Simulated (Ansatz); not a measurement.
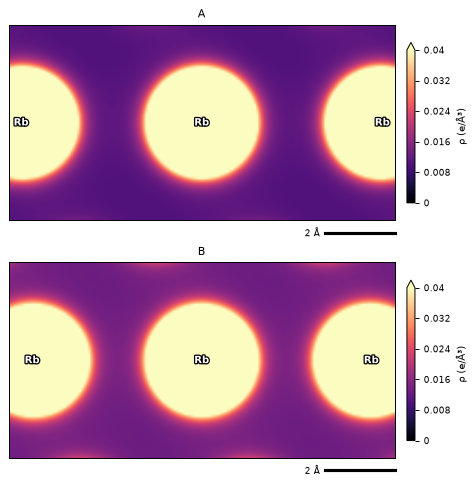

Rb. The valence electron density of two cells that differ in size and shape, on the (010) plane of each (indices in the axes of the calculation cell), at one length scale and on one colour scale: A has 107.2 Å³ an atom and B 87.9.

Space group I4/mmm; computed without spin polarisation.

Computed with DFT PBE, scalar-relativistic, plane waves, PAW in Ansatz.

The larger cell:

```
Rb
1.0
    -3.03048    3.03048    2.91824
     3.03048   -3.03048    2.91824
     3.03048    3.03048   -2.91824
Rb
1
Direct
  0.00000 0.00000 0.00000
```

The smaller cell: a = 4.868 Å, b = 4.868 Å, c = 4.868 Å, α = 106.33°, β = 106.33°, γ = 115.95°.

**What does the compression do to the bonding and the properties?**

From the larger cell to the smaller, Rb–Rb goes from 5.18 to 4.87 Å, and the density at its midpoint from 0.01 to 0.01 e/Å³; the pressure goes from −0.3 to 0.1 GPa.
